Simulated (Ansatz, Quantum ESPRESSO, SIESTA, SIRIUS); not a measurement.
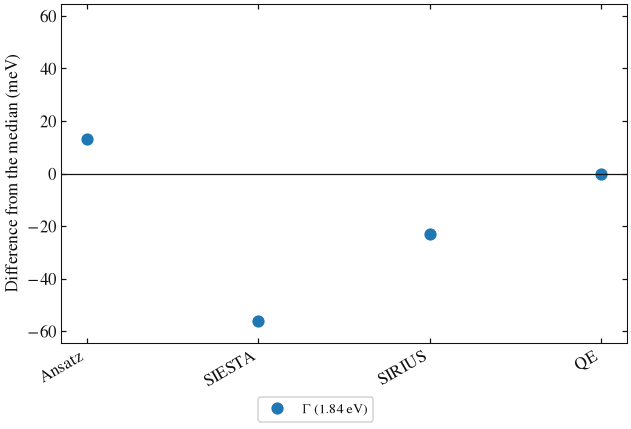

Direct gap at Γ, for Br, space group Cmce (No. 64), 4 atoms in the primitive cell; a = 4.09 Å, b = 4.09 Å, c = 8.70 Å, α = 90.00°, β = 90.00°, γ = 69.26°. Four programs ran PBEsol (no spin polarisation, no spin-orbit coupling) on the same cell and 7×7×3 k mesh. The plot shows each result less the median of the plane-wave runs, which the legend gives.

> How well do the programs agree?

The plane-wave programs (Ansatz, SIRIUS and Quantum ESPRESSO) agree within 36 meV at this point. SIESTA departs by −56 meV (at Γ).

```
         program         kind  valence electrons  Γ (eV)
          Ansatz  plane waves                 28   1.857
          SIESTA  local basis                 28   1.788
          SIRIUS  plane waves                 28   1.821
Quantum ESPRESSO  plane waves                 28   1.844
```

Settings. Ansatz PAW, 420 eV cutoff, Fermi-Dirac smearing of 0.05 eV (Ansatz 0.2.0). PseudoDojo 0.4 standard (PBEsol files), DZP (energy shift 0.003 Ry) basis, Fermi-Dirac smearing of 0.05 eV (SIESTA 5.4.2). PseudoDojo 0.4.1 PBEsol standard (scalar relativistic), 629 eV cutoff, Fermi-Dirac smearing of 0.05 eV (SIRIUS 7.12.0). GBRV 1.5 PBEsol, 612 eV cutoff, Fermi-Dirac smearing of 0.05 eV (Quantum ESPRESSO 7.5).

Spin-orbit coupling is left out, which matters for Br. LDA, GGA and most meta-GGA functionals understate gaps. Ansatz: the PAW data sets were made with another functional. SIESTA: the basis of atomic orbitals isn't converged, which shifts gaps and empty levels.
